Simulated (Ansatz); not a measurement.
Consider Ir.

```yaml
crystal:
  lattice:
    - [0.00000, 5.63829, 0.00000]
    - [0.00000, 0.00000, 9.34729]
    - [4.20409, 0.00000, 0.00000]
  atoms:
    - { symbol: Ir, position: [0.02050, 0.25000, 0.63480] }
    - { symbol: Ir, position: [0.97950, 0.75000, 0.36520] }
    - { symbol: Ir, position: [0.47950, 0.75000, 0.13480] }
    - { symbol: Ir, position: [0.52050, 0.25000, 0.86520] }
```

Space group Pnma; built by placing these elements on a known structure type; not relaxed (largest force 1.2 eV/Å); computed pressure about −12 GPa in this cell; computed without spin polarisation.

These are results of DFT, PAW plane waves, PBE (Ansatz 0.2.0), not measurements.

### What will maps of the electron localisation function show?

Ir–Ir (2.98 Å): the ELF is about 0.40 at the midpoint.

### Does the calculation give a band gap?

It is metallic or semimetallic at this level of theory: no gap opens.

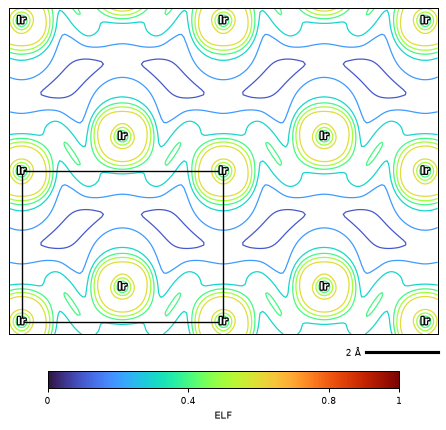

Computed electron localisation function on the (010) plane of the conventional cell. 

In a PAW calculation such maps are meaningful between the atoms, not at the nuclei.
